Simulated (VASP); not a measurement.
**Zr: geometry relaxation (part 2 of 2)**

The same run, continued: Zr (P6/mmm, 3 atoms in the cell); Kohn-Sham DFT of a periodic cell, LDA, VASP PAW LDA potentials, recommended, no spin polarisation (VASP 6.6.1); cutoff 600 eV, 9×9×12 k-mesh, methfessel-paxton of 0.1 eV. The structure was built on a prototype by a generator; it need not be a known phase.

Geometry of the input (Å; fractional positions):
```
4.8492  0.0000  -0.0000
-2.4246  4.1996  0.0000
-0.0000  -0.0000  3.0426
Zr 0.6667  0.3333  0.5000
Zr 0.3333  0.6667  0.5000
Zr 0.0000  0.0000  0.0000
```

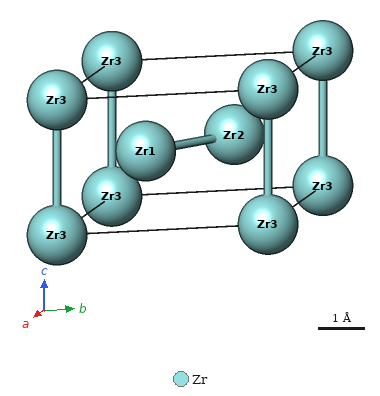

*The geometry at step 1 of the log (ball-and-stick view of the cell of the calculation, seen slightly off an axis; atoms are numbered from 1 in the order of the input).*

Parts of OUTCAR, continued
```
  FORCE on cell =-STRESS in cart. coord.  units (eV):
  Direction    XX          YY          ZZ          XY          YZ          ZX
  --------------------------------------------------------------------------------------
  -------------------------------------------------------------------------------------
  Total        1.9939105      1.9939105      1.9908611      0.0000000      0.0000000      0.0000000
  in kB       51.5577809     51.5577808     51.4789315      0.0000000      0.0000000      0.0000000
  external PRESSURE =      -0.3685023 kB  Pullay stress =      51.9000000 kB

 VOLUME and BASIS-vectors are now :
 -----------------------------------------------------------------------------
  energy-cutoff  :      600.00
  volume of cell :       61.96
      direct lattice vectors                 reciprocal lattice vectors
     4.849244067  0.000000000  0.000000000     0.206217709  0.119059850  0.000000000
    -2.424622033  4.199568549  0.000000000     0.000000000  0.238119699  0.000000000
     0.000000000  0.000000000  3.042589109     0.000000000  0.000000000  0.328667449

 POSITION                                       TOTAL-FORCE (eV/Angst)
 -----------------------------------------------------------------------------------
      2.42462      1.39986      1.52129        -0.000000     -0.000000      0.000000
     -0.00000      2.79971      1.52129         0.000000     -0.000000      0.000000
      0.00000      0.00000      0.00000        -0.000000      0.000000      0.000000
 -----------------------------------------------------------------------------------
    total drift:                                0.000000     -0.000000      0.000000

  FREE ENERGIE OF THE ION-ELECTRON SYSTEM (eV)
  ---------------------------------------------------
  free  energy   TOTEN  =       -27.8771528701 eV

  energy  without entropy=      -27.8783595635  energy(sigma->0) =      -27.87755510

  enthalpy is  TOTEN    =       -25.8700076319 eV   P V=        2.0071452382

--------------------------------------- Ionic step        2  -------------------------------------------

 number of electron      36.0000000 magnetization

------------------------ aborting loop because EDIFF is reached ----------------------------------------

  FORCE on cell =-STRESS in cart. coord.  units (eV):
  Direction    XX          YY          ZZ          XY          YZ          ZX
  --------------------------------------------------------------------------------------
  -------------------------------------------------------------------------------------
  Total        2.0250606      2.0250606      2.0249139      0.0000000      0.0000000      0.0000000
  in kB       52.3992669     52.3992669     52.3954708      0.0000000      0.0000000      0.0000000
  external PRESSURE =       0.4980016 kB  Pullay stress =      51.9000000 kB

 VOLUME and BASIS-vectors are now :
 -----------------------------------------------------------------------------
  energy-cutoff  :      600.00
  volume of cell :       61.92
      direct lattice vectors                 reciprocal lattice vectors
     4.848212019  0.000000000  0.000000000     0.206261607  0.119085194 -0.000000000
    -2.424106010  4.198674769 -0.000000000    -0.000000000  0.238170388  0.000000000
     0.000000000  0.000000000  3.041792367    -0.000000000  0.000000000  0.328753537

 POSITION                                       TOTAL-FORCE (eV/Angst)
 -----------------------------------------------------------------------------------
      2.42411      1.39956      1.52090         0.000000     -0.000000     -0.000000
     -0.00000      2.79912      1.52090        -0.000000      0.000000      0.000000
     -0.00000      0.00000     -0.00000        -0.000000     -0.000000      0.000000
 -----------------------------------------------------------------------------------
    total drift:                                0.000000     -0.000000      0.000000

  FREE ENERGIE OF THE ION-ELECTRON SYSTEM (eV)
  ---------------------------------------------------
  free  energy   TOTEN  =       -27.8757710861 eV

  energy  without entropy=      -27.8769585413  energy(sigma->0) =      -27.87616690

  enthalpy is  TOTEN    =       -25.8700054777 eV   P V=        2.0057656084

--------------------------------------- Ionic step        3  -------------------------------------------

 number of electron      36.0000000 magnetization

 Free energy of the ion-electron system (eV)
  ---------------------------------------------------
  ext. energy  EPLUGINS =         0.00000000
  ---------------------------------------------------
  free energy    TOTEN  =       -27.87660619 eV

  energy without entropy =      -27.87780536  energy(sigma->0) =      -27.87700591

 E-fermi :  10.0449     XC(G=0): -11.8492     alpha+bet :-17.7923

 val. band max:       10.0286183273   @ k =   0.4444   0.1111   0.2500
 cond. band min:      10.0529736207   @ k =   0.4444   0.0000   0.0000
 fundamental gap:      0.0243552933
 Fermi energy:        10.0449187221

 k-point     1 :       0.0000    0.0000    0.0000
  band No.  band energies     occupation
      1     -38.3109      2.00000
      2     -38.0396      2.00000
      3     -37.7681      2.00000
      4     -16.7896      2.00000
      5     -16.7896      2.00000
      6     -16.6774      2.00000
      7     -16.6774      2.00000
      8     -16.0907      2.00000
      9     -15.7308      2.00000
     10     -15.5974      2.00000
     11     -15.5514      2.00000
     12     -15.5514      2.00000
     13       4.4166      2.00000
     14       7.2935      2.00000
     15       9.6237      2.00000
     16       9.6237      2.00000
     17       9.6979      2.00001
     18       9.6979      2.00001
     19       9.8797      2.04139
     20      10.9341     -0.00000
     21      11.7917     -0.00000
     22      11.7917     -0.00000

 k-point     2 :       0.1111    0.0000    0.0000
  band No.  band energies     occupation
      1     -38.3045      2.00000
      2     -38.0376      2.00000
      3     -37.7772      2.00000
      4     -16.8991      2.00000
      5     -16.8672      2.00000
      6     -16.5604      2.00000
      7     -16.5442      2.00000
      8     -16.0799      2.00000
      9     -15.7352      2.00000
     10     -15.6100      2.00000
     11     -15.6045      2.00000
     12     -15.5557      2.00000
     13       4.5813      2.00000
     14       7.3527      2.00000
     15       8.8807      2.00000
     16       9.2883      2.00000
     17       9.4888      2.00000
     18      10.1833     -0.06473
     19      10.3458     -0.00018
     20      11.0206     -0.00000
     21      11.6311     -0.00000
     22      11.9484     -0.00000

 k-point     3 :       0.2222    0.0000    0.0000
  band No.  band energies     occupation
      1     -38.2884      2.00000
      2     -38.0300      2.00000
      3     -37.8028      2.00000
      4     -17.0270      2.00000
      5     -16.8983      2.00000
      6     -16.4122      2.00000
      7     -16.3712      2.00000
      8     -16.0503      2.00000
      9     -15.7584      2.00000
     10     -15.7467      2.00000
     11     -15.6245      2.00000
     12     -15.5679      2.00000
     13       5.0457      2.00000
     14       7.4109      2.00000
     15       8.1761      2.00000
     16       9.0002      2.00000
     17       9.1035      2.00000
     18      10.4710     -0.00000
     19      10.6812     -0.00000
     20      11.0966     -0.00000
     21      11.3452     -0.00000
     22      11.5449     -0.00000

 k-point     4 :       0.3333    0.0000    0.0000
  band No.  band energies     occupation
      1     -38.2702      2.00000
      2     -38.0142      2.00000
      3     -37.8389      2.00000
      4     -17.1213      2.00000
      5     -16.8325      2.00000
      6     -16.3125      2.00000
      7     -16.2922      2.00000
      8     -16.0114      2.00000
      9     -15.8886      2.00000
     10     -15.7613      2.00000
     11     -15.6511      2.00000
     12     -15.5842      2.00000
     13       5.7261      2.00000
     14       7.0919      2.00000
     15       7.8727      2.00000
     16       8.7533      2.00000
     17       9.1063      2.00000
     18      10.1777     -0.06806
     19      10.4579     -0.00000
     20      10.9991     -0.00000
     21      11.2751     -0.00000
     22      11.7140     -0.00000

 k-point     5 :       0.4444    0.0000    0.0000
  band No.  band energies     occupation
      1     -38.2587      2.00000
      2     -37.9950      2.00000
      3     -37.8711      2.00000
      4     -17.1710      2.00000
      5     -16.6792      2.00000
      6     -16.4627      2.00000
      7     -16.2238      2.00000
      8     -15.9810      2.00000
      9     -15.8945      2.00000
     10     -15.7730      2.00000
     11     -15.6713      2.00000
     12     -15.5969      2.00000
     13       6.4649      2.00000
     14       6.8181      2.00000
     15       7.3232      2.00000
     16       9.0901      2.00000
     17       9.2374      2.00000
     18       9.6784      2.00000
     19      10.0530      0.86416
     20      10.8568     -0.00000
     21      11.1378     -0.00000
     22      12.1889      0.00000

 [... the levels of 18 k-points are left out ...]

 k-point    24 :       0.3333    0.3333    0.0833
  band No.  band energies     occupation
      1     -38.2475      2.00000
      2     -37.9303      2.00000
      3     -37.9303      2.00000
      4     -16.9402      2.00000
      5     -16.7582      2.00000
      6     -16.7582      2.00000
      7     -16.0121      2.00000
      8     -16.0121      2.00000
      9     -16.0116      2.00000
     10     -15.7795      2.00000
     11     -15.7795      2.00000
     12     -15.5333      2.00000
     13       6.5803      2.00000
     14       7.1611      2.00000
     15       7.1611      2.00000
     16       9.5322      2.00000
     17       9.5322      2.00000
     18       9.8070      2.00390
     19      10.1763     -0.06876
     20      10.7809     -0.00000
     21      10.7809     -0.00000
     22      11.7420     -0.00000

 [... further k-points ...]

------------------------ aborting loop because EDIFF is reached ----------------------------------------

  FORCE on cell =-STRESS in cart. coord.  units (eV):
  Direction    XX          YY          ZZ          XY          YZ          ZX
  --------------------------------------------------------------------------------------
  -------------------------------------------------------------------------------------
  Total        2.0068935      2.0068935      2.0049395      0.0000000      0.0000000      0.0000000
  in kB       51.9076775     51.9076774     51.8571388      0.0000000      0.0000000      0.0000000
  external PRESSURE =      -0.0091688 kB  Pullay stress =      51.9000000 kB

 VOLUME and BASIS-vectors are now :
 -----------------------------------------------------------------------------
  energy-cutoff  :      600.00
  volume of cell :       61.94
      direct lattice vectors                 reciprocal lattice vectors
     4.848833730  0.000000000  0.000000000     0.206235160  0.119069925 -0.000000000
    -2.424416865  4.199213186 -0.000000000    -0.000000000  0.238139850  0.000000000
     0.000000000  0.000000000  3.042272328    -0.000000000  0.000000000  0.328701672

 POSITION                                       TOTAL-FORCE (eV/Angst)
 -----------------------------------------------------------------------------------
      2.42442      1.39974      1.52114         0.000000      0.000000      0.000000
     -0.00000      2.79948      1.52114        -0.000000      0.000000      0.000000
      0.00000      0.00000      3.04227        -0.000000      0.000000      0.000000
 -----------------------------------------------------------------------------------
    total drift:                                0.000000     -0.000000      0.000000

  FREE ENERGIE OF THE ION-ELECTRON SYSTEM (eV)
  ---------------------------------------------------
  free  energy   TOTEN  =       -27.8766061902 eV

  energy  without entropy=      -27.8778053564  energy(sigma->0) =      -27.87700591

  enthalpy is  TOTEN    =       -25.8700095618 eV   P V=        2.0065966284

 reached required accuracy - stopping structural energy minimisation
```

CONTCAR
```
Zr
   1.00000000000000
     4.8488337295466692    0.0000000000007360    0.0000000000000000
    -2.4244168647227013    4.1992131862719662   -0.0000000000000000
     0.0000000000000000    0.0000000000000000    3.0422723277059123
  Zr
     3
Direct
     0.6666666699999979    0.3333333300000021    0.5000000000000000
     0.3333333300000021    0.6666666699999979    0.5000000000000000
     0.0000000000000000    0.0000000000000000    1.0000000000000000

  0.00000000E+00  0.00000000E+00  0.00000000E+00
  0.00000000E+00  0.00000000E+00  0.00000000E+00
  0.00000000E+00  0.00000000E+00  0.00000000E+00
```

Trajectory as extended XYZ (Å, eV, eV/Å), 3 frames, from step=0 to step=2
```
3
Lattice="4.8492 0.0000 0.0000 -2.4246 4.1996 0.0000 0.0000 0.0000 3.0426" Properties=species:S:1:pos:R:3:forces:R:3 step=0 energy=-27.87715
Zr    2.4246    1.3999    1.5213    0.0000   0.0000   0.0000
Zr    0.0000    2.7997    1.5213    0.0000   0.0000   0.0000
Zr    0.0000    0.0000    0.0000    0.0000   0.0000   0.0000
3
Lattice="4.8482 0.0000 0.0000 -2.4241 4.1987 -0.0000 0.0000 0.0000 3.0418" Properties=species:S:1:pos:R:3:forces:R:3 step=1 energy=-27.87577
Zr    2.4241    1.3996    1.5209    0.0000   0.0000   0.0000
Zr    0.0000    2.7991    1.5209    0.0000   0.0000   0.0000
Zr    0.0000    0.0000    0.0000    0.0000   0.0000   0.0000
3
Lattice="4.8488 0.0000 0.0000 -2.4244 4.1992 -0.0000 0.0000 0.0000 3.0423" Properties=species:S:1:pos:R:3:forces:R:3 step=2 energy=-27.87661
Zr    2.4244    1.3997    1.5211    0.0000   0.0000   0.0000
Zr    0.0000    2.7995    1.5211    0.0000   0.0000   0.0000
Zr    0.0000    0.0000    3.0423    0.0000   0.0000   0.0000
```

Results in brief

- outcome: converged
- space group (tolerance 0.01 Å): P6/mmm (191)
- electrons treated: 36
- free energy: −27.8766 eV
- Fermi energy: 10.045 eV
- gap on the k-point mesh: none (metallic)
- pressure: 5.19 GPa
- final volume: 61.94 Å³
- largest force (length of the vector) at the end: under 0.001 eV/Å
- final cell: a = 4.849 Å, b = 4.849 Å, c = 3.042 Å, α = 90.00°, β = 90.00°, γ = 120.00°
- wall time: 91 s
- peak memory: 0.24 GiB

Remarks

The cell was relaxed to the target pressure of the input; what is minimised is then the enthalpy E + pV.
